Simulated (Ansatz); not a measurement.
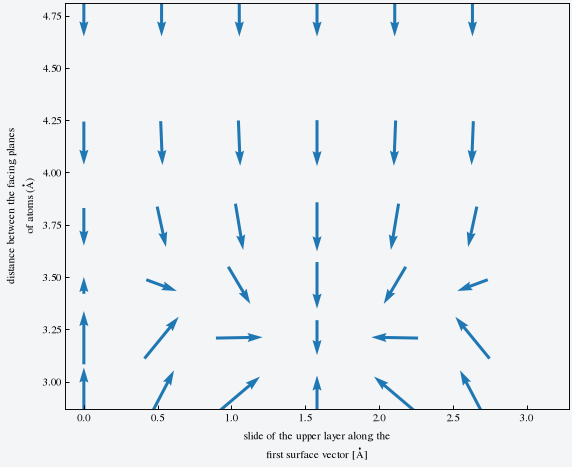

A bilayer of two WS₂ sheets (1H type), the upper one turned by 180 degrees about the normal (6 atoms in the cell). 
- The upper layer of a bilayer is slid along a line and lifted, both layers rigid.
- First axis: slide of the upper layer along the first surface vector, from S4 above S3. Second axis: distance between the facing planes of atoms.
- The grid has 6 × 6 points; 24 points were computed and 12 follow by symmetry.
- Points are written as (first, second).
- Computed with DFT PBE+D3(BJ), scalar-relativistic, plane waves, PAW (Ansatz). Settings: cutoff 420 eV, k-mesh 9×9×1, gaussian smearing 0.05 eV, no spin polarisation.

Drawn: arrows along the force (downhill), their lengths compressed.

**The arrows alone are given. Where is the energy lowest?**

The arrows converge at about (1.58 Å, 3.06 Å) (read from the interpolated surface).

The energy map of the same scan:

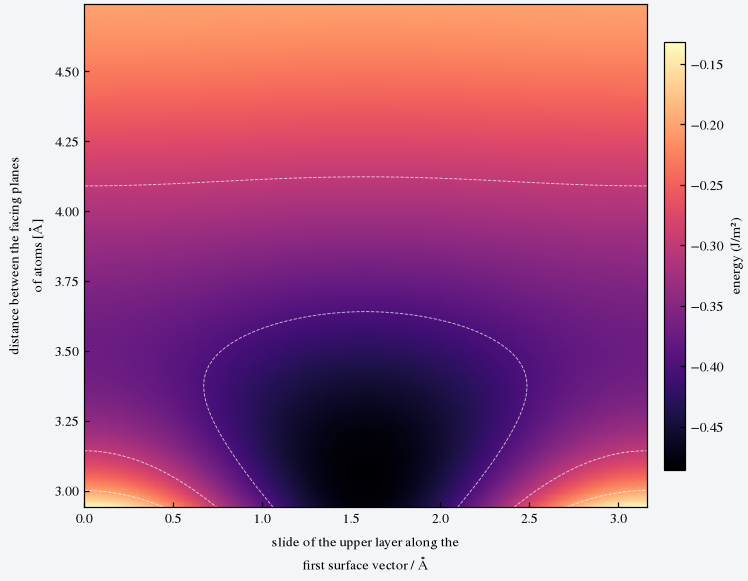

Energies are in J/m², from the two layers apart; between grid points the surface is interpolated.

PAW datasets: the set soft_1.
